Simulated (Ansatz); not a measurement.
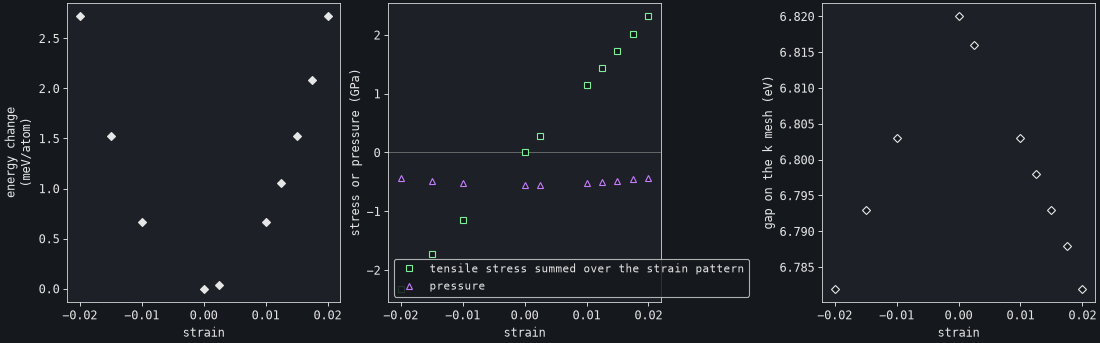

The plot gives the computed energy change, tensile stress summed over the strain pattern, pressure and gap on the k mesh against strain for KF, space group Fm-3m (No. 225).

The given structure:
```xyz
2
Lattice="0.0000 2.6735 2.6735 2.6735 0.0000 2.6735 2.6735 2.6735 0.0000" Properties=species:S:1:pos:R:3 pbc="T T T"
K     0.0000    0.0000    0.0000
F     2.6735    2.6735    2.6735
```

How it was computed, with Ansatz 0.2.0: homogeneous strain of a crystal along one Voigt pattern with engineering shear, fractional coordinates fixed, by plane-wave density functional theory with PAW datasets, free energies less that of the undisturbed cell, pressure positive in compression; scalar-relativistic. Level: r2SCAN, no spin polarisation.

| setting | value |
| --- | --- |
| wave cutoff | 500 eV |
| k mesh | 8×8×8 |
| occupations | Gaussian |
| smearing width | 0.05 eV |
| k shift | (0, 0, 0) (mesh steps) |
| start | as given |
| strain pattern | (1, -1, 0, 0, 0, 0) (xx yy zz yz xz xy with engineering shear) |

The points at strain −0.015, −0.005, 0.01 and 0.02 follow from computed ones by symmetry.

The points at strain −0.0050, 0.0050 and 0.0075 are left out of the plot. What values does the calculation give there?

```
 strain  energy change (meV/atom)  tensile stress summed over the strain pattern (GPa)  pressure (GPa)  gap on the k mesh (eV)
-0.0050                      0.16                                               -0.573          -0.542                   6.812
 0.0050                      0.16                                                0.573          -0.542                   6.812
 0.0075                      0.37                                                0.861          -0.532                   6.808
```

Note: reference crystal is not relaxed.
